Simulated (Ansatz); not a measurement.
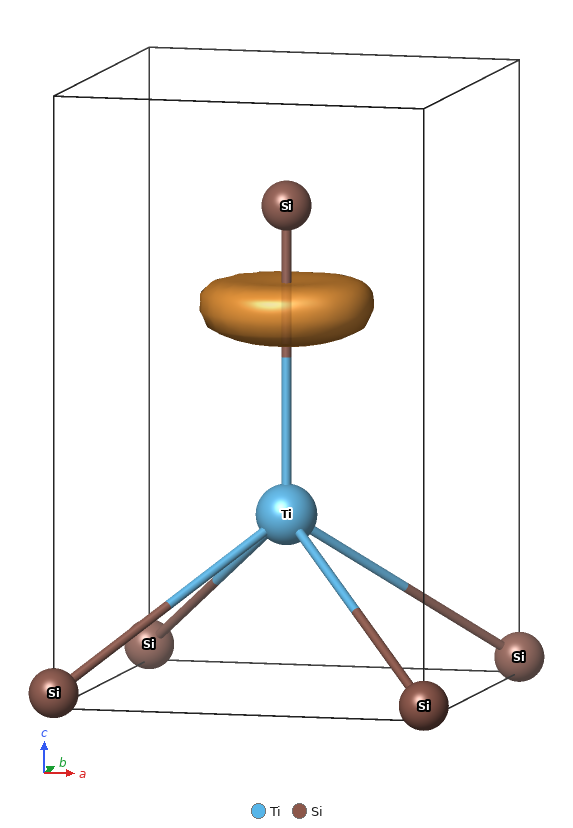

Figure. TiSi2. Isosurface of the electron localisation function at 0.85 (orange), seen slightly off an axis. Only the valence region is drawn (cores and ρ < 0.01 e/Å³ removed). Sticks mark near contacts.

Space group P4mm; a structure generated by program, which may or may not match a known phase; computed without spin polarisation.

Method: Ansatz, DFT PBE, scalar-relativistic, plane waves, PAW.

**What do the ELF domains correspond to?**

At this value the surface marks out one lobe of the valence shell of Si pointing towards Ti (polar bonds), counted in one cell of 3 atoms. Regions shared between cells count once.

Values along the shortest contacts:
Ti–Si (2.56 Å): the ELF peaks at about 0.70 in the valence shell of Si, 0.9 Å from its nucleus, and is about 0.40 at the midpoint. Si–Si (2.57 Å): the ELF peaks at about 0.75 between the atoms.
